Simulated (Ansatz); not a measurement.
# From LDA to G0W0: ZnPS3 (C2/m), part 3 of 3

How far does one-shot GW move the LDA gap of ZnPS3 (C2/m)?

Ansatz 0.2.0; LDA, then G0W0 on it, plane waves, PAW. Known limits of the many-body steps: finite bands, screening cutoff and k mesh; no spin-orbit coupling in G0W0; d shells not analysed.

So far. Step 3 (Bands along the symmetry lines): Over mesh and path the gap is 1.981 eV, from k = (0.333, 0.333, -0.500) to k = Γ. The least direct gap found is 2.223 eV, at k = (0.333, 0.333, 0.250). Step 4 (The quasiparticle correction): Over 13 of 14 irreducible mesh points the G0W0 gap is 3.405 eV, from k = (-0.500, -0.500, 0.000) to k = Γ. The LDA gap of this run on the mesh is 2.146 eV.

In doubt: masses and optical values from hybrid runs of this build are listed as unsure (in some of the runs), which bears on the screening that GW takes from such a start.

## (4) The quasiparticle correction (continued)

Level of this step: G0W0 on LDA, plane waves, PAW (Ansatz).

Labels follow the order of the start: v1 is the top filled band, c1 the lowest empty one; levels that stay degenerate share a row, the window can cut a multiplet, doubted levels are not marked in this list, bands outside the window were not corrected, and the list may be a part of the corrected levels. Levels before and after the correction, in eV, zero at the valence-band top of each column:

```
           conduction bottom  valence top
Kohn-Sham               2.15         0.00
     G0W0               3.41         0.00
```

```
                      level  occupation  energy (eV)
Kohn-Sham              Γ v3           2       -0.776
Kohn-Sham              Γ v2           2       -0.360
Kohn-Sham              Γ v1           2       -0.310
Kohn-Sham              Γ c1           0        2.146
Kohn-Sham              Γ c2           0        3.262
Kohn-Sham              Γ c3           0        3.368
Kohn-Sham  (-0.5 -0.5 0) v3           2       -0.862
Kohn-Sham  (-0.5 -0.5 0) v2           2       -0.237
Kohn-Sham  (-0.5 -0.5 0) v1           2        0.000
Kohn-Sham  (-0.5 -0.5 0) c1           0        2.417
Kohn-Sham  (-0.5 -0.5 0) c2           0        2.837
Kohn-Sham  (-0.5 -0.5 0) c3           0        3.038
     G0W0              Γ v3           2       -0.739
     G0W0              Γ v2           2       -0.346
     G0W0              Γ v1           2       -0.295
     G0W0              Γ c1           0        3.405
     G0W0              Γ c2           0        4.575
     G0W0              Γ c3           0        4.593
     G0W0  (-0.5 -0.5 0) v3           2       -0.847
     G0W0  (-0.5 -0.5 0) v2           2       -0.232
     G0W0  (-0.5 -0.5 0) v1           2        0.000
     G0W0  (-0.5 -0.5 0) c1           0        3.622
     G0W0  (-0.5 -0.5 0) c2           0        3.984
     G0W0  (-0.5 -0.5 0) c3           0        4.248
```

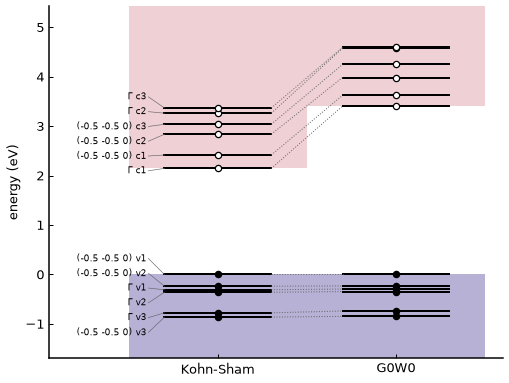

Levels before and after the correction. Shaded: valence and conduction bands. Filled marks are occupied levels, open marks empty ones.

The parts of the quasiparticle energy for the two states that bound the G0W0 gap, in eV on the run's own scale (QP = start + Σx + Σc − Vxc, with Σc at the quasiparticle energy):

```
             edge                        k  band  start       Σx      Σc      Vxc      Z     QP
      valence top  (-0.500, -0.500, 0.000)    35  6.148  −20.533   2.142  −17.758  0.756  5.515
conduction bottom                        Γ    36  8.294  −10.340  −4.355  −15.322  0.783  8.920
```

## (5) Side by side

Each gap is the least one over the points named; times are wall times on shared hosts, not benchmarks. A G0W0 time includes the run's own self-consistent start. Rows marked * are further runs, not shown as steps, whose inputs differ from the G0W0 step on the same start in the columns given; solver thresholds can differ too.

```
    level   mesh       files, cutoff   bands summed, screening                            points  gap (eV)              valence top  conduction bottom  least direct gap (eV)   time
      LDA  6×6×4  soft_2 PAW, 420 eV                         -                     mesh and path     1.981   (0.333, 0.333, -0.500)                  Γ                  2.223  2.4 s
G0W0@LDA*  4×4×2  soft_2 PAW, 420 eV                163, 45 eV  13 of 14 irreducible mesh points     3.501  (-0.500, -0.500, 0.000)                  Γ                  3.687  5.2 s
G0W0@LDA*  4×4×2  soft_2 PAW, 420 eV                397, 90 eV  13 of 14 irreducible mesh points     3.429  (-0.500, -0.500, 0.000)                  Γ                  3.613  8.1 s
 G0W0@LDA  4×4×2  soft_2 PAW, 420 eV               814, 150 eV  13 of 14 irreducible mesh points     3.405  (-0.500, -0.500, 0.000)                  Γ                  3.622   19 s
G0W0@LDA*  2×2×2  soft_2 PAW, 420 eV                397, 90 eV     all 6 irreducible mesh points     3.410  (-0.500, -0.500, 0.000)                  Γ                  3.586  3.6 s
G0W0@LDA*  4×4×2  soft_2 PAW, 420 eV  397, 90 eV, plasmon pole  13 of 14 irreducible mesh points     3.435  (-0.500, -0.500, 0.000)                  Γ                  3.614   15 s
```

## (6) Outcome

```
LDA gap over mesh and path                         : 1.981 eV, from k = (0.333, 0.333, -0.500) to k = Γ
G0W0@LDA gap over 13 of 14 irreducible mesh points : 3.405 eV, from k = (-0.500, -0.500, 0.000) to k = Γ
estimated limit in bands and cutoff, on this mesh  : 3.382 eV
GW settings                                        : 4×4×2 mesh, 779 empty bands, screening to 150 eV
known limits                                       : finite bands, screening cutoff and k mesh; no spin-orbit coupling in G0W0; d shells not analysed
```

Over 13 of 14 irreducible mesh points the G0W0 gap is 3.405 eV, from k = (-0.500, -0.500, 0.000) to k = Γ. The LDA gap of this run on the mesh is 2.146 eV. The two states that bound the G0W0 gap lie that far apart at the start, so the correction of the gap is 3.405 − 2.146 = +1.259 eV. The valence state moves by 5.515 − 6.148 = −0.633 eV and the conduction state by 8.920 − 8.294 = +0.626 eV, on the run's own scale; with 163 bands the edge states move by −0.110 and +1.245 eV, so the split between the edges depends on the bands and cutoff. Over mesh and path, LDA puts the valence top at k = (0.333, 0.333, -0.500), where no G0W0 correction was computed. The G0W0 gap over the whole zone is therefore not known from this run; at its settings it can only be equal to or under the 3.405 eV found, and no correction is carried over from another point. For the start itself the gap is 1.981 eV over mesh and path and 2.146 eV on the mesh of the G0W0 run, in runs that differ in mesh (6×6×4 and 4×4×2). From 163 bands and 45 eV to 814 bands and 150 eV the gap moves by 3.405 − 3.501 = −0.096 eV (rung by rung 3.501, 3.429, 3.405 eV); bands and screening cutoff rise together, so their parts are not told apart. A line in one over the bands through the two highest rungs gives 3.405 + (3.405 − 3.429) × 397 / (814 − 397) = 3.382 eV, and through the pair below 3.429 + (3.429 − 3.501) × 163 / (397 − 163) = 3.379 eV. The two agree within 0.03 eV and the same two states bound the gap in each rung, so 3.382 eV is taken as an estimate of the limit on this mesh. With the 2×2×2 mesh in place of the 4×4×2 mesh and all else as in the G0W0@LDA row with 397 bands, the gap differs by 3.410 − 3.429 = −0.019 eV, and that of the start by 2.131 − 2.146 = −0.015 eV. With the plasmon pole model in place of the contour deformation model and all else as in the G0W0@LDA row with 397 bands, the gap differs by 3.435 − 3.429 = +0.006 eV. G0W0 on other starts in this series, not shown as steps and not all at these settings: 3.787 eV on r2SCAN (4×4×2, soft_2 PAW, 397 bands, 90 eV) and 4.039 eV on HSE06 (4×4×2, soft_2 PAW, 397 bands, 90 eV). The G0W0 runs are scalar-relativistic. One-shot GW is known to converge slowly in bands for compounds with shallow d shells. The cell holds Zn; the filling of the d shell and its place against the gap were not analysed here. G0W0@LDA runs of this series with other atomic data on the same mesh, not shown as steps, give 3.416 eV (hard PAW, 660 eV, 405 bands, screening to 90 eV; the table's row with the same empty bands and screening cutoff has 3.429 eV); where bands and cutoffs differ too, the part of the files is not isolated.

[Paths, hosts, dates, memory and timing lines, banners, echoed tables and standing remarks are left out of the program output.]

[Logs are printed without paths, hosts, clocks, repeated set-up lines and the standing remarks that a program may print on its own settings, such as how far it seeks lower states.]

[Runs of the session that timed out or met a known fault of the program may be left out.]

[Cells called generated may have been cut or substituted from an entry of the Crystallography Open Database or the Materials Project.]

[Hosts, paths, dates, database ids (printed as entryN), source tags and the programs' standing remarks are cut or masked in the printed files.]

[Where an RPA ε∞ is given, it is that of the G0W0 mesh and is not shown converged in it. Names of k-points follow the symmetry that the program found, which can be lower than the space group named. Band edges on a path are those of the sampled points; other points can move an edge, and change direct to indirect where valleys lie close.]

[Hybrid gaps are those of their k-mesh and are not shown converged in it.]
